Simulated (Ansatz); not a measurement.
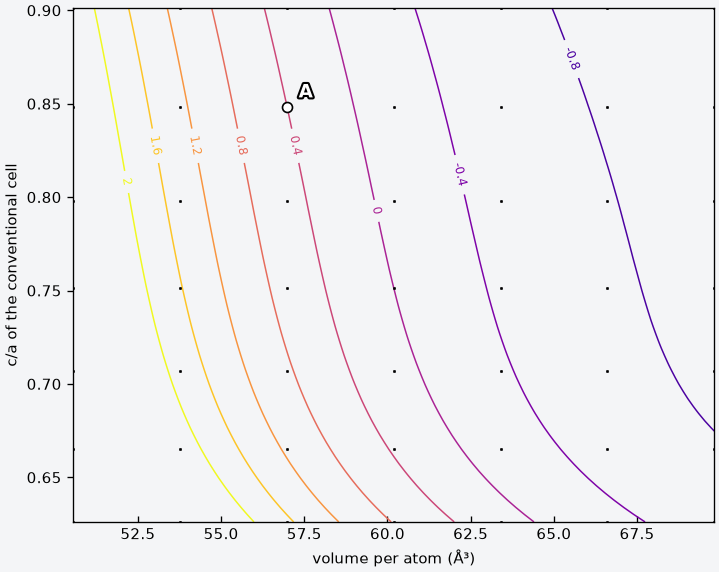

H (P6_3/mmc, No. 194; 2 atoms in the cell). The energy is mapped over volume and the cell's shape. The first coordinate is: volume per atom; the second: c/a of the conventional cell. Nothing is relaxed (symmetry fixes all fractional coordinates). The scan uses a 7 × 7 grid. Points are written as (first, second). All energies are given in meV/atom relative to the relaxed crystal. These are results of DFT PBE, scalar-relativistic, plane waves, PAW (Ansatz), not measurements. Settings: cutoff 520 eV, k-mesh 6×6×6, gaussian smearing 0.05 eV, spin-polarised.

The picture shows contour lines labelled in meV/atom (none above 2), dots at the grid points, the point A. Between grid points the surface is interpolated.

### Which way does the force act at A, and how strong is it?

A, at (56.98 Å³, 0.848), is not a stationary point. The computed force is 0.23 meV/atom for each Å³ towards larger values of volume per atom and 2.7 meV/atom for each unit towards larger values of c/a of the conventional cell.
